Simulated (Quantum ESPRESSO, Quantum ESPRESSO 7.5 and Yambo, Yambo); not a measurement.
**Quasiparticle gap of GaN (honeycomb monolayer) in Yambo**

How does a plane-wave GW calculation on GaN (honeycomb monolayer) run from the first input to the gap?

Method: PBE and many-body steps on it, plane waves, in Quantum ESPRESSO 7.5 and Yambo 5.3.0.

### Step 1. The structure

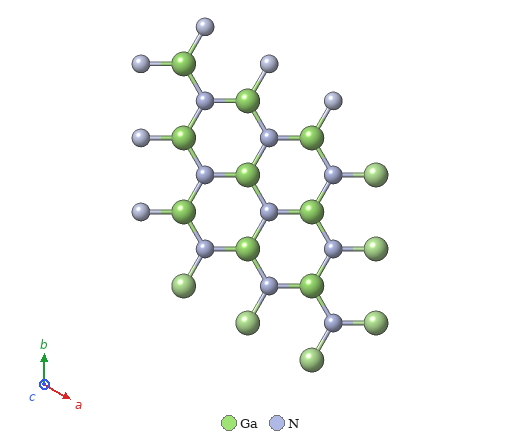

Start, viewed from above; gallium green, nitrogen light blue. 3×3×1 cells are drawn. Some periodic images of atoms are drawn too.

The cell holds 2 atoms: 1 Ga and 1 N. Its edges and angles: a = 3.214 Å, b = 3.214 Å, c = 14.000 Å, α = 90.0°, β = 90.0°, γ = 120.0°. Vacuum lies along c.

The structure was relaxed with PBE. The runs that relaxed it are not among those shown.

### Step 2. Ground state

This step: Quantum ESPRESSO 7.5; DFT, PBE, plane waves, norm-conserving pseudopotentials.

The ground-state density comes first.

File pw.in:

```
&control
  calculation = 'scf'
  prefix = 'x'
  outdir = 'o'
  pseudo_dir = 'pseudo'
/
&system
  ibrav = 0
  nat = 2
  ntyp = 2
  ecutwfc = 104.0
  nbnd = 18
  force_symmorphic = .true.
/
&electrons
  conv_thr = 1e-10
  electron_maxstep = 80
  mixing_beta = 0.5
/
ATOMIC_SPECIES
  Ga 69.723 Ga.upf
  N 14.007 N.upf
CELL_PARAMETERS angstrom
  3.2137349378 0.0000000000 0.0000000000
  -1.6068674689 2.7831760971 0.0000000000
  0.0000000000 0.0000000000 14.0000000000
ATOMIC_POSITIONS crystal
  Ga 0.3333333333 0.6666666667 0.5000451235
  N 0.6666666667 0.3333333333 0.4999548765
K_POINTS automatic
  12 12 1 0 0 0
```

The run is started by

```sh
$ OMP_NUM_THREADS=1 mpirun -n 4 pw.x -nk 4 -in pw.in > pw.out
```

Log:

```text
Program PWSCF v.7.5 starts

     This program is part of the open-source Quantum ESPRESSO suite
     for quantum simulation of materials; please cite
         "P. Giannozzi et al., J. Phys.:Condens. Matter 21 395502 (2009);
         "P. Giannozzi et al., J. Phys.:Condens. Matter 29 465901 (2017);
         "P. Giannozzi et al., J. Chem. Phys. 152 154105 (2020);
     in publications or presentations arising from this work. More details at
     Message from routine setup:
     using ibrav=0 with symmetry is DISCOURAGED, use correct ibrav instead

     G-vector sticks info

     bravais-lattice index     =            0
     lattice parameter (alat)  =       6.0731  a.u.
     unit-cell volume          =     845.0363 (a.u.)^3
     number of atoms/cell      =            2
     number of atomic types    =            2
     number of electrons       =        26.00
     number of Kohn-Sham states=           18
     kinetic-energy cutoff     =     104.0000  Ry
     charge density cutoff     =     416.0000  Ry
     scf convergence threshold =      1.0E-10
     mixing beta               =       0.5000
     number of iterations used =            8  plain     mixing
     Exchange-correlation= PBE
                           (   1   4   3   4   0   0   0)

     celldm(1)=   6.073079  celldm(2)=   0.000000  celldm(3)=   0.000000
     celldm(4)=   0.000000  celldm(5)=   0.000000  celldm(6)=   0.000000

     crystal axes: (cart. coord. in units of alat)
               a(1) = (   1.000000   0.000000   0.000000 )
               a(2) = (  -0.500000   0.866025   0.000000 )
               a(3) = (   0.000000   0.000000   4.356302 )

     reciprocal axes: (cart. coord. in units 2 pi/alat)
               b(1) = (  1.000000  0.577350 -0.000000 )
               b(2) = (  0.000000  1.154701  0.000000 )
               b(3) = (  0.000000 -0.000000  0.229552 )
     Pseudo is Norm-conserving + core correction, Zval = 21.0
     Generated using ONCVPSP code by D. R. Hamann
     Using radial grid of 1902 points,  6 beta functions with:
     Pseudo is Norm-conserving + core correction, Zval =  5.0
     Generated using ONCVPSP code by D. R. Hamann
     Using radial grid of 1058 points,  4 beta functions with:
     Ga               21.00    69.72300     Ga( 1.00)
     N                 5.00    14.00700     N ( 1.00)

      6 Sym. Ops. (no inversion) found

   Cartesian axes

     site n.     atom                  positions (alat units)
         1        Ga     tau(   1) = (  -0.0000000   0.5773503   2.1783476  )
         2        N      tau(   2) = (   0.5000000   0.2886751   2.1779544  )

     number of k points=    19
                       cart. coord. in units 2pi/alat
        k(    1) = (   0.0000000   0.0000000   0.0000000), wk =   0.0138889
        k(    2) = (   0.0000000   0.0962250   0.0000000), wk =   0.0833333
        k(    3) = (   0.0000000   0.1924501   0.0000000), wk =   0.0833333
        k(    4) = (   0.0000000   0.2886751   0.0000000), wk =   0.0833333
        k(    5) = (   0.0000000   0.3849002   0.0000000), wk =   0.0833333
        k(    6) = (   0.0000000   0.4811252   0.0000000), wk =   0.0833333
        k(    7) = (   0.0000000  -0.5773503   0.0000000), wk =   0.0416667
        k(    8) = (   0.0833333   0.1443376   0.0000000), wk =   0.0833333
        k(    9) = (   0.0833333   0.2405626   0.0000000), wk =   0.1666667
        k(   10) = (   0.0833333   0.3367877   0.0000000), wk =   0.1666667
     [... 7 further rows ...]
        k(   18) = (   0.2500000   0.5292377   0.0000000), wk =   0.1666667
        k(   19) = (   0.3333333   0.5773503   0.0000000), wk =   0.0277778

     Dense  grid:   121095 G-vectors     FFT dimensions: (  40,  40, 180)

     Initial potential from superposition of free atoms

     starting charge      25.9973, renormalised to      26.0000
     Starting wfcs are   17 randomized atomic wfcs +    1 random wfcs

     per-process dynamical memory:    91.7 Mb

     Self-consistent Calculation

     iteration #  1     ecut=   104.00 Ry     beta= 0.50

     total energy              =    -517.15379350 Ry
     estimated scf accuracy    <       0.77085382 Ry

     iteration #  2     ecut=   104.00 Ry     beta= 0.50

     total energy              =    -517.37510076 Ry
     estimated scf accuracy    <       0.26823886 Ry

     iteration #  3     ecut=   104.00 Ry     beta= 0.50

     total energy              =    -517.42107220 Ry
     estimated scf accuracy    <       0.00585399 Ry

     iteration #  4     ecut=   104.00 Ry     beta= 0.50

     total energy              =    -517.42146710 Ry
     estimated scf accuracy    <       0.00172831 Ry

     iteration #  5     ecut=   104.00 Ry     beta= 0.50

     total energy              =    -517.42150062 Ry
     estimated scf accuracy    <       0.00008796 Ry

     iteration #  6     ecut=   104.00 Ry     beta= 0.50

     total energy              =    -517.42152516 Ry
     estimated scf accuracy    <       0.00001615 Ry

     iteration #  7     ecut=   104.00 Ry     beta= 0.50

     total energy              =    -517.42152789 Ry
     estimated scf accuracy    <       0.00000183 Ry

     iteration #  8     ecut=   104.00 Ry     beta= 0.50

     total energy              =    -517.42152776 Ry
     estimated scf accuracy    <       0.00000075 Ry

     iteration #  9     ecut=   104.00 Ry     beta= 0.50

     total energy              =    -517.42152785 Ry
     estimated scf accuracy    <       0.00000002 Ry

     iteration # 10     ecut=   104.00 Ry     beta= 0.50

     total energy              =    -517.42152786 Ry
     estimated scf accuracy    <          4.8E-09 Ry

     iteration # 11     ecut=   104.00 Ry     beta= 0.50

     total energy              =    -517.42152786 Ry
     estimated scf accuracy    <          2.4E-09 Ry

     iteration # 12     ecut=   104.00 Ry     beta= 0.50

     total energy              =    -517.42152786 Ry
     estimated scf accuracy    <          4.5E-10 Ry

     iteration # 13     ecut=   104.00 Ry     beta= 0.50

     End of self-consistent calculation

          k = 0.0000 0.0000 0.0000 ( 15025 PWs)   bands (ev):

  -144.3291 -95.2307 -94.9857 -94.9857 -17.5143 -15.7112 -15.7112 -15.4423
   -15.4423 -14.7434  -4.8202  -2.5844  -2.5844  -0.1006   2.5638   2.6446
     4.0564   4.7610

          k = 0.0000 0.0962 0.0000 ( 15077 PWs)   bands (ev):

  -144.3291 -95.2307 -94.9858 -94.9858 -17.4635 -15.7127 -15.6922 -15.4506
   -15.4435 -14.7068  -4.7111  -3.2047  -2.7248   0.3545   2.6519   2.8095
     4.2294   4.8059

          k = 0.0000 0.1925 0.0000 ( 15121 PWs)   bands (ev):

  -144.3291 -95.2307 -94.9860 -94.9858 -17.3299 -15.7097 -15.6391 -15.4730
   -15.4468 -14.5907  -4.4369  -4.3950  -3.0868   1.1406   2.8789   3.2696
     4.6988   4.9253

          k = 0.0000 0.2887 0.0000 ( 15141 PWs)   bands (ev):

     [... further k-points ...]

     highest occupied, lowest unoccupied level (ev):    -2.2617   -0.1006

!    total energy              =    -517.42152786 Ry
     estimated scf accuracy    <          5.5E-12 Ry

     The total energy is the sum of the following terms:
     one-electron contribution =   -1324.28301327 Ry
     hartree contribution      =     654.97098123 Ry
     xc contribution           =     -57.82227568 Ry
     ewald contribution        =     209.71277986 Ry

     convergence has been achieved in  13 iterations

     XML data file, charge density, pseudopotentials, collected wavefunctions

=------------------------------------------------------------------------------=
   JOB DONE.
=------------------------------------------------------------------------------=
```

It took 22 s on 4 MPI ranks of Arm Neoverse V2, shared host; peak memory 0.57 GiB; 88 s of CPU time.

Numbers from this step:

```yaml
total_energy: -7039.8785 eV
gap: 2.161 eV
k_of_the_valence_top: 0.3333, 0.3333, 0
k_of_the_conduction_bottom: 0, 0, 0
least_direct_gap: 2.484 eV
```

The gap is indirect, with the least direct gap 0.32 eV higher.

### Step 3. Bands along the symmetry lines

The cheap functional maps the bands first; the places of the edges decide which points the dearer methods must see.

File pw.in:

```
&control
  calculation = 'bands'
  prefix = 'x'
  outdir = 'o'
  pseudo_dir = 'pseudo'
/
&system
  ibrav = 0
  nat = 2
  ntyp = 2
  ecutwfc = 104.0
  nbnd = 19
  force_symmorphic = .true.
/
&electrons
  conv_thr = 1e-9
  electron_maxstep = 80
  diago_full_acc = .true.
  diago_thr_init = 5e-6
/
ATOMIC_SPECIES
  Ga 69.723 Ga.upf
  N 14.007 N.upf
CELL_PARAMETERS angstrom
  3.2137349378 0.0000000000 0.0000000000
  -1.6068674689 2.7831760971 0.0000000000
  0.0000000000 0.0000000000 14.0000000000
ATOMIC_POSITIONS crystal
  Ga 0.3333333333 0.6666666667 0.5000451235
  N 0.6666666667 0.3333333333 0.4999548765
K_POINTS crystal
  25
  0.00000000 0.00000000 0.00000000 1
  0.06250000 0.00000000 0.00000000 1
  0.12500000 0.00000000 0.00000000 1
  0.18750000 0.00000000 0.00000000 1
  0.25000000 0.00000000 0.00000000 1
  0.31250000 0.00000000 0.00000000 1
  0.37500000 0.00000000 0.00000000 1
  0.43750000 0.00000000 0.00000000 1
  0.50000000 0.00000000 0.00000000 1
  0.47916667 0.04166667 0.00000000 1
  0.45833333 0.08333333 0.00000000 1
  0.43750000 0.12500000 0.00000000 1
  0.41666666 0.16666666 0.00000000 1
  0.39583333 0.20833333 0.00000000 1
  0.37500000 0.25000000 0.00000000 1
  0.35416666 0.29166666 0.00000000 1
  0.33333333 0.33333333 0.00000000 1
  0.29166666 0.29166666 0.00000000 1
  0.25000000 0.25000000 0.00000000 1
  0.20833333 0.20833333 0.00000000 1
  0.16666666 0.16666666 0.00000000 1
  0.12500000 0.12500000 0.00000000 1
  0.08333333 0.08333333 0.00000000 1
  0.04166667 0.04166667 0.00000000 1
  0.00000000 0.00000000 0.00000000 1
```

Log:

```text
[banner, memory and clock lines left out]
Program PWSCF v.7.5 starts

     Atomic positions and unit cell read from directory:
     o/x.save/

     Message from routine setup:
     using ibrav=0 with symmetry is DISCOURAGED, use correct ibrav instead

     G-vector sticks info

     bravais-lattice index     =            0
     lattice parameter (alat)  =       6.0731  a.u.
     unit-cell volume          =     845.0363 (a.u.)^3
     number of atoms/cell      =            2
     number of atomic types    =            2
     number of electrons       =        26.00
     number of Kohn-Sham states=           19
     kinetic-energy cutoff     =     104.0000  Ry
     charge density cutoff     =     416.0000  Ry
     Exchange-correlation= PBE
                           (   1   4   3   4   0   0   0)

     celldm(1)=   6.073079  celldm(2)=   0.000000  celldm(3)=   0.000000
     celldm(4)=   0.000000  celldm(5)=   0.000000  celldm(6)=   0.000000

     crystal axes: (cart. coord. in units of alat)
               a(1) = (   1.000000   0.000000   0.000000 )
               a(2) = (  -0.500000   0.866025   0.000000 )
               a(3) = (   0.000000   0.000000   4.356302 )

     reciprocal axes: (cart. coord. in units 2 pi/alat)
               b(1) = (  1.000000  0.577350 -0.000000 )
               b(2) = (  0.000000  1.154701  0.000000 )
               b(3) = (  0.000000 -0.000000  0.229552 )
     Pseudo is Norm-conserving + core correction, Zval = 21.0
     Generated using ONCVPSP code by D. R. Hamann
     Using radial grid of 1902 points,  6 beta functions with:
     Pseudo is Norm-conserving + core correction, Zval =  5.0
     Generated using ONCVPSP code by D. R. Hamann
     Using radial grid of 1058 points,  4 beta functions with:
     Ga               21.00    69.72300     Ga( 1.00)
     N                 5.00    14.00700     N ( 1.00)

      6 Sym. Ops. (no inversion) found

   Cartesian axes

     site n.     atom                  positions (alat units)
         1        Ga     tau(   1) = (  -0.0000000   0.5773503   2.1783476  )
         2        N      tau(   2) = (   0.5000000   0.2886751   2.1779544  )

     number of k points=    25
                       cart. coord. in units 2pi/alat
        k(    1) = (   0.0000000   0.0000000   0.0000000), wk =   0.0800000
        k(    2) = (   0.0625000   0.0360844   0.0000000), wk =   0.0800000
        k(    3) = (   0.1250000   0.0721688   0.0000000), wk =   0.0800000
[...]
[... 13 further rows ...]
        k(   24) = (   0.0416667   0.0721688   0.0000000), wk =   0.0800000
        k(   25) = (   0.0000000   0.0000000   0.0000000), wk =   0.0800000

     Dense  grid:   121095 G-vectors     FFT dimensions: (  40,  40, 180)

     The potential is recalculated from file :
     o/x.save/charge-density

     Starting wfcs are   17 randomized atomic wfcs +    2 random wfcs

     Band Structure Calculation

     End of band structure calculation

          k = 0.0000 0.0000 0.0000 ( 15025 PWs)   bands (ev):

  -144.3291 -95.2306 -94.9856 -94.9856 -17.5142 -15.7111 -15.7111 -15.4422
   -15.4422 -14.7434  -4.8202  -2.5844  -2.5844  -0.1006   2.5638   2.6446
     4.0564   4.7610   7.3941

          k = 0.0625 0.0361 0.0000 ( 15067 PWs)   bands (ev):

  -144.3291 -95.2306 -94.9857 -94.9857 -17.4853 -15.7122 -15.7004 -15.4470
[...]
4.1545   4.7867   7.4775

          k = 0.1250 0.0722 0.0000 ( 15095 PWs)   bands (ev):

[...]
4.4352   4.8577   7.6292

[...]
k = 0.0417 0.0722 0.0000 ( 15067 PWs)   bands (ev):

[...]
4.1869   4.7950   7.5051

          k = 0.0000 0.0000 0.0000 ( 15025 PWs)   bands (ev):

  -144.3291 -95.2306 -94.9856 -94.9856 -17.5142 -15.7111 -15.7111 -15.4422
   -15.4422 -14.7434  -4.8202  -2.5844  -2.5844  -0.1006   2.5638   2.6446
     4.0564   4.7610   7.3941

     XML data file, pseudopotentials, collected wavefunctions
```

Wall time 7.5 s (4 MPI ranks); peak memory 0.42 GiB; 30 s of CPU time.

Numbers from this step:

```yaml
gap: 2.161 eV
k_of_the_valence_top: 0.3333, 0.3333, 0
k_of_the_conduction_bottom: 0, 0, 0
least_direct_gap: 2.484 eV
```

The gap is 2.161 eV, as in the run before at this level.

Electronic bands along the path, in eV, zero at the top of the highest filled band:

```csv
point,band 10,band 11,band 12,band 13,band 14,band 15,band 16,band 17
Γ,-12.48,-2.56,-0.32,-0.32,2.16,4.83,4.91,6.32
M,-11.31,-6.07,-2.09,-0.34,4.78,5.23,8.23,9.25
K,-10.96,-5.55,-4.24,0.00,5.08,7.37,8.88,9.32
Γ,-12.48,-2.56,-0.32,-0.32,2.16,4.83,4.91,6.32
```

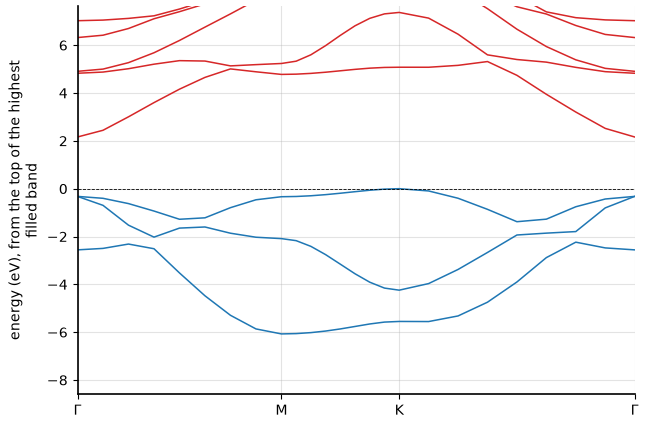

Electronic bands along the path; lines of filled and empty bands in two colours.

### Step 4. Empty states on the mesh, 9×9×1 mesh, 71 bands

The sums over transitions need many empty states on a uniform mesh; this step solves for them.

File pw.in:

```
&control
  calculation = 'nscf'
  prefix = 'x'
  outdir = 'o'
  pseudo_dir = 'pseudo'
/
&system
  ibrav = 0
  nat = 2
  ntyp = 2
  ecutwfc = 104.0
  nbnd = 71
  force_symmorphic = .true.
/
&electrons
  conv_thr = 1e-9
  electron_maxstep = 80
  diago_full_acc = .true.
  diago_thr_init = 5e-6
/
ATOMIC_SPECIES
  Ga 69.723 Ga.upf
  N 14.007 N.upf
CELL_PARAMETERS angstrom
  3.2137349378 0.0000000000 0.0000000000
  -1.6068674689 2.7831760971 0.0000000000
  0.0000000000 0.0000000000 14.0000000000
ATOMIC_POSITIONS crystal
  Ga 0.3333333333 0.6666666667 0.5000451235
  N 0.6666666667 0.3333333333 0.4999548765
K_POINTS automatic
  9 9 1 0 0 0
```

Log:

```text
[banner, memory and clock lines left out]
Program PWSCF v.7.5 starts

     Atomic positions and unit cell read from directory:
     o/x.save/

     Message from routine setup:
     using ibrav=0 with symmetry is DISCOURAGED, use correct ibrav instead

     G-vector sticks info

     bravais-lattice index     =            0
     lattice parameter (alat)  =       6.0731  a.u.
     unit-cell volume          =     845.0363 (a.u.)^3
     number of atoms/cell      =            2
     number of atomic types    =            2
     number of electrons       =        26.00
     number of Kohn-Sham states=           71
     kinetic-energy cutoff     =     104.0000  Ry
     charge density cutoff     =     416.0000  Ry
     Exchange-correlation= PBE
                           (   1   4   3   4   0   0   0)

     celldm(1)=   6.073079  celldm(2)=   0.000000  celldm(3)=   0.000000
     celldm(4)=   0.000000  celldm(5)=   0.000000  celldm(6)=   0.000000

     crystal axes: (cart. coord. in units of alat)
               a(1) = (   1.000000   0.000000   0.000000 )
               a(2) = (  -0.500000   0.866025   0.000000 )
               a(3) = (   0.000000   0.000000   4.356302 )

     reciprocal axes: (cart. coord. in units 2 pi/alat)
               b(1) = (  1.000000  0.577350 -0.000000 )
               b(2) = (  0.000000  1.154701  0.000000 )
               b(3) = (  0.000000 -0.000000  0.229552 )
     Pseudo is Norm-conserving + core correction, Zval = 21.0
     Generated using ONCVPSP code by D. R. Hamann
     Using radial grid of 1902 points,  6 beta functions with:
     Pseudo is Norm-conserving + core correction, Zval =  5.0
     Generated using ONCVPSP code by D. R. Hamann
     Using radial grid of 1058 points,  4 beta functions with:
     Ga               21.00    69.72300     Ga( 1.00)
     N                 5.00    14.00700     N ( 1.00)

      6 Sym. Ops. (no inversion) found

   Cartesian axes

     site n.     atom                  positions (alat units)
         1        Ga     tau(   1) = (  -0.0000000   0.5773503   2.1783476  )
         2        N      tau(   2) = (   0.5000000   0.2886751   2.1779544  )

     number of k points=    12
                       cart. coord. in units 2pi/alat
        k(    1) = (   0.0000000   0.0000000   0.0000000), wk =   0.0246914
        k(    2) = (   0.0000000   0.1283001   0.0000000), wk =   0.1481481
        k(    3) = (   0.0000000   0.2566001   0.0000000), wk =   0.1481481
[...]
k(   11) = (   0.2222222   0.5132002   0.0000000), wk =   0.2962963
        k(   12) = (   0.3333333   0.5773503   0.0000000), wk =   0.0493827

     Dense  grid:   121095 G-vectors     FFT dimensions: (  40,  40, 180)

     The potential is recalculated from file :
     o/x.save/charge-density

     Starting wfcs are   17 randomized atomic wfcs +   54 random wfcs

     Band Structure Calculation

     End of band structure calculation

          k = 0.0000 0.0000 0.0000 ( 15025 PWs)   bands (ev):

  -144.3291 -95.2306 -94.9856 -94.9856 -17.5142 -15.7111 -15.7111 -15.4423
   -15.4423 -14.7434  -4.8202  -2.5844  -2.5844  -0.1006   2.5638   2.6446
     4.0564   4.7610   7.3940   7.6562   8.6849   8.6849  12.1205  12.2385
[...]
28.8242  28.8242  29.0773  30.9378  31.0061  31.0061  31.2222

          k = 0.0000 0.1283 0.0000 ( 15091 PWs)   bands (ev):

[...]
28.9256  28.9799  29.1535  29.3765  30.3030  30.4458  31.2184

          k = 0.0000 0.2566 0.0000 ( 15139 PWs)   bands (ev):

[...]
25.1966  25.5569  26.1762  26.9342  27.0910  27.4937  27.6569  27.8550
    27.8981  28.0912  28.2108  28.3329  28.4362  28.9612  29.5466  29.8515
    30.6761  31.0092  31.3373  31.3814  31.7730  31.8041  32.3536

          k = 0.0000 0.3849 0.0000 ( 15145 PWs)   bands (ev):

     [... further k-points ...]

     highest occupied, lowest unoccupied level (ev):    -2.2617   -0.1006

     XML data file, pseudopotentials, collected wavefunctions
```

It took 19 s on 4 MPI ranks; peak memory 0.69 GiB.

This step gave:

```yaml
gap: 2.161 eV
k_of_the_valence_top: 0.3333, 0.3333, 0
k_of_the_conduction_bottom: 0, 0, 0
least_direct_gap: 2.484 eV
k_points_computed: 12
lowest_point_of_the_top_converged_band_above_the_valence_top: 33.48 eV
```

On this mesh the gap is 2.161 eV.

(Continued in part 2 of 2.)

[Paths, hosts, dates, memory and timing lines, banners, echoed tables and standing remarks are left out of the program output.]

[Logs are printed without paths, hosts, clocks, repeated set-up lines and the standing remarks that a program may print on its own settings, such as how far it seeks lower states.]

[Runs of the session that timed out or met a known fault of the program may be left out.]

[Hosts, paths, dates, database ids (printed as entryN), source tags and the programs' standing remarks are cut or masked in the printed files.]
